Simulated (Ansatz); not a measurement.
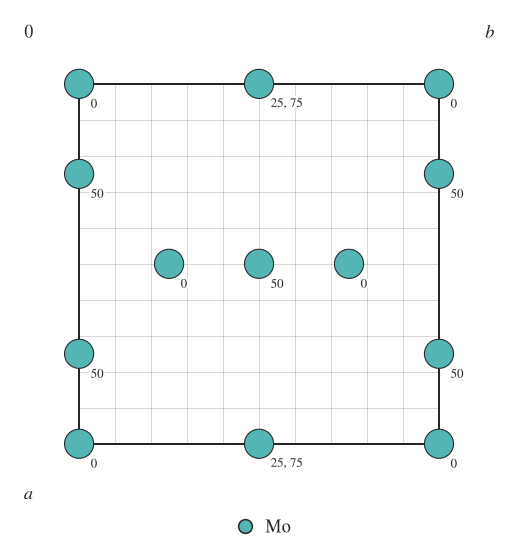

Plan of a unit cell projected along c (a down the page, b across); the numbers are heights in hundredths of c, and atoms on the cell's edges are repeated. The grid marks tenths of a and b. Source: coordinates from a relaxation with DFT, PBE, plane waves (420 eV) with PAW, scalar-relativistic (Ansatz 0.2.0); the starting structure was generated, so it need not be a known form of this composition. The drawing is computed from the coordinates (standard cell, symmetry found to 0.002 Å).

a = 5.042 Å, b = 5.042 Å, c = 5.042 Å, α = 90.00°, β = 90.00°, γ = 90.00°.

**What does the cell contain?**

8 Mo: Mo, Z = 8.

**Which space group?**

Pm-3n (No. 223), primitive cubic.

**Give the independent sites, coordinates to two places.**

```
atom  site  symmetry     x     y     z
  Mo    2a      m-3.  0.00  0.00  0.00
  Mo    6c     -4m.2  0.25  0.00  0.50
```
